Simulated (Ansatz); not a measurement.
## Single-point calculation of Co3Sn2 (part 1 of 2)

- system: Co3Sn2 (P-6m2, 5 atoms in the cell)
- method: DFT PBEsol, scalar-relativistic, plane waves, PAW, spin-polarised (Ansatz 0.2.0)

The structure derives from a Materials Project entry. It belongs to a series of runs on one base structure; here: volume fm: 1.04 V/V0. Figures and captions count atoms from 1; the log counts them from 0 in places.

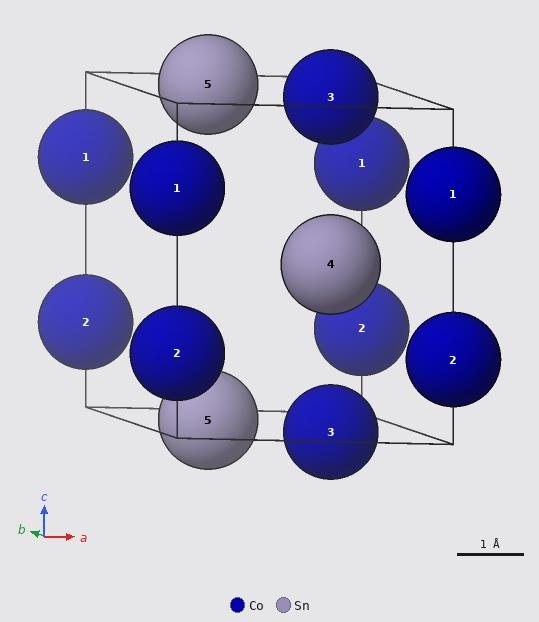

**Figure 1.** The structure as given in the input (spheres-only view of the cell of the calculation, seen slightly off an axis; atoms are numbered from 1 in the order of the input).

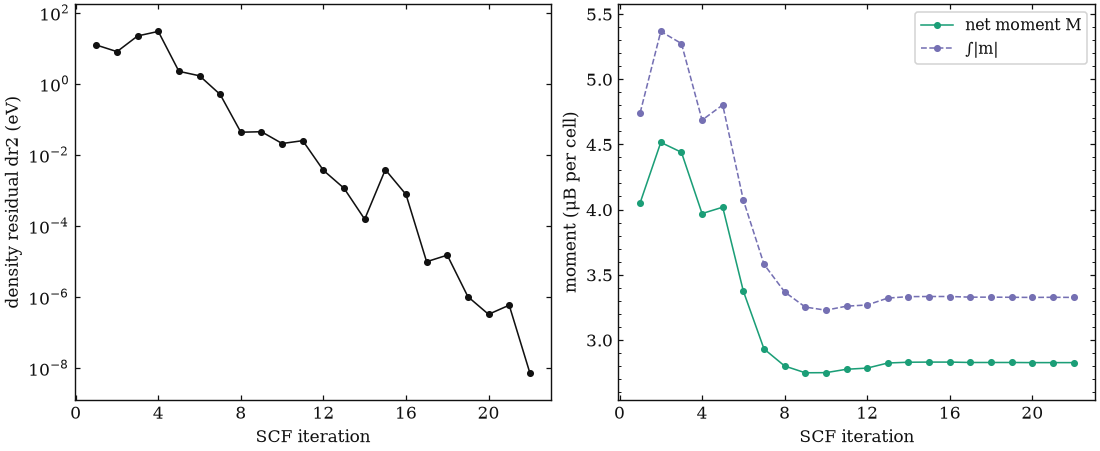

**Figure 2.** Convergence of the self-consistent field: density residual dr2 and magnetic moment against the SCF iteration. The residual falls unevenly and jumps up by a factor of two or more 2 times on the way down. The net moment goes from 4.1 to 2.8 μB per cell.

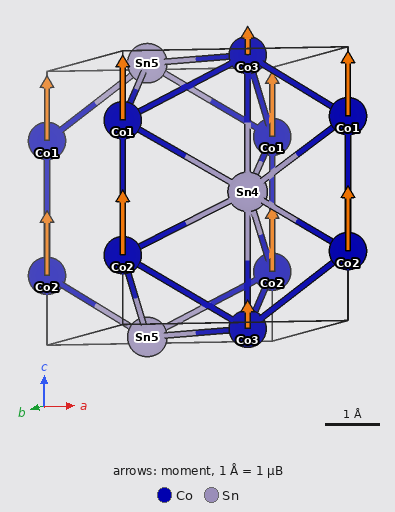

**Figure 3.** Magnetic moments of the sites as orange arrows (ball-and-stick view of the cell of the calculation, seen at an oblique angle; atoms are numbered from 1 in the order of the input); small moments hardly show. The run is collinear, so the axis drawn is arbitrary. Site moments: Co1, Co2 (1.24 μB); Co3 (0.56 μB). They are counted near the atoms and needn't add up to the moment of the cell.

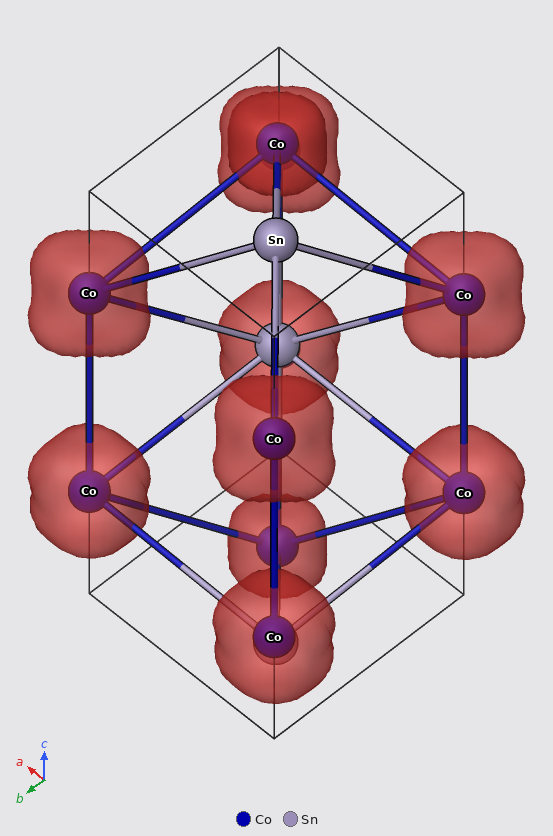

**Figure 4.** Isosurface of the spin density at +0.15 e/Å³ (red), seen at an oblique angle. Sticks mark near contacts. The outline is the cell set on symmetry axes. The cell of the calculation (5 atoms) carries 2.8 μB net. The fields are those of the smooth PAW valence density.

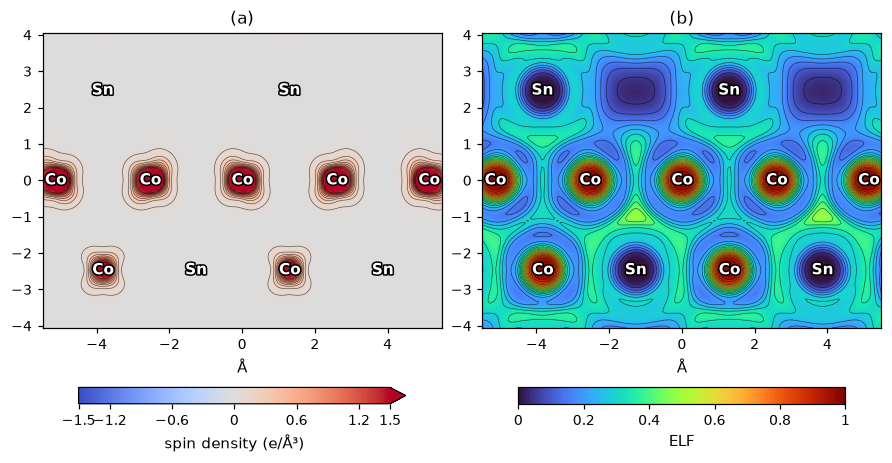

**Figure 5.** (a) spin density (up minus down); (b) ELF on the (110) plane of the conventional cell. Atoms in the plane: Co and Sn. Co–Co (2.53 Å): the ELF is about 0.30 at the midpoint; no shared electron pair. Co–Sn (2.57 Å): the ELF is about 0.35 at the midpoint, which marks nearly free electrons, as in a simple metal. Co–Co (2.60 Å): the ELF is about 0.30 at the midpoint; no localised pair between them. Co–Co (2.79 Å): the ELF is about 0.30 at the midpoint; no shared electron pair. The strong features right at Co lie inside the PAW spheres (semicore, d or f shells) and say nothing about bonding. The cell of the calculation (5 atoms) carries 2.8 μB net.

The input that produced these results follows, with the program's output.

Input file:
```yaml
crystal:
  lattice:
    - [4.2785642039, 0.0, 0.0]
    - [-2.139282102, 3.7053452923, 0.0]
    - [0.0, 0.0, 5.1335307779]
  atoms:
    - { symbol: Co, position: [0.0, 0.0, 0.746357], spin: 3.0 }
    - { symbol: Co, position: [0.0, 0.0, 0.253643], spin: 3.0 }
    - { symbol: Co, position: [0.6666666667, 0.3333333333, 0.0], spin: 3.0 }
    - { symbol: Sn, position: [0.6666666667, 0.3333333333, 0.5] }
    - { symbol: Sn, position: [0.3333333333, 0.6666666667, 0.0] }
basis:
  ecutwfc: 420
kpoints:
  mp_grid: { grid: [12, 12, 8] }
hamiltonian:
  xc: pbesol
scf:
  occupations: { method: gaussian, width: 0.1 }
  lower_state_search: "off"
output:
  forces: true
  stress: true
  eigenvalues: true
  populations: true
  write_density: true
  write_potential: true
  elf: true
  volumetric_format: npy
magnetization:
  spin_polarized: true
```

Run as:
```bash
ansatz run input.yaml --threads 1 --pin off --max-ram 2560MiB --backend cpu --events-out ev --progress --plain --runs-dir out
```

Log:
```
Engine: ansatz 0.2.0, x86_64-unknown-linux-gnu
Pseudopotentials: kind: paw
Pseudopotential: Co, paw, valence charge 17, recommended cutoff 420 eV (normal), Co.paw.azcp
Pseudopotential: Sn, paw, valence charge 14, recommended cutoff 420 eV (normal), Sn.paw.azcp
Functional definition: PBEsol
  exchange = pbesol_x
  correlation = pbesol_c
Crystal: 5 atoms, lattice volume = 81.385 Å³
Basis set: ecut = 420 eV, 1583 PW (Γ), exchange–correlation on 60×60×72 points (8 copies of the dense FFT grid, shifted against one another)
Bands: 53, of which v1, the nominal top of the filled ones, is band 40 counted from 1 (39 counted from 0)
Symmetry: 12 space group operations
Space group: P-6m2 (ITA 187), of the structure as read, at distance tolerance 4.3e-5 Å
Magnetic group: BNS 187.209 (UNI 1439), of the structure as read, at distance tolerance 4.3e-5 Å
k-points: 95 of 1152 (time reversal used)
Non-local potential: Co, projectors of the file, l = 0: 3, l = 1: 2, l = 2: 3, l = 3: 1
Non-local potential: Sn, projectors of the file, l = 0: 2, l = 1: 2, l = 2: 2, l = 3: 2
PAW form: soft (Blöchl's): semilocal exchange-correlation on the pseudo side does not see the compensation charge
PAW frozen core: Co, regenerated for the run's functional, and the local potential with it (the file was generated under x = pbe(κ = 0.804, μ = 0.2195149727645171), c = pbe(β = 0.06672455060314922))
PAW frozen core: Sn, regenerated for the run's functional, and the local potential with it (the file was generated under x = pbe(κ = 0.804, μ = 0.2195149727645171), c = pbe(β = 0.06672455060314922))
PAW one-centre angular grid: Co, 590 points (default); XC on 64 Gauss nodes
PAW one-centre angular grid: Sn, 590 points (default); XC on 64 Gauss nodes
Initial density: superposition of atomic densities (chi_scale 0.1, normalization cell)
Starting moments: Σ|m| = 9 μB on 3 of 5 sites
Initial wavefunctions: pseudopotential atomic-orbital guess
Functional: x = pbesol(κ = 0.804, μ = 0.12345679012345678), c = pbesol(β = 0.046)
```
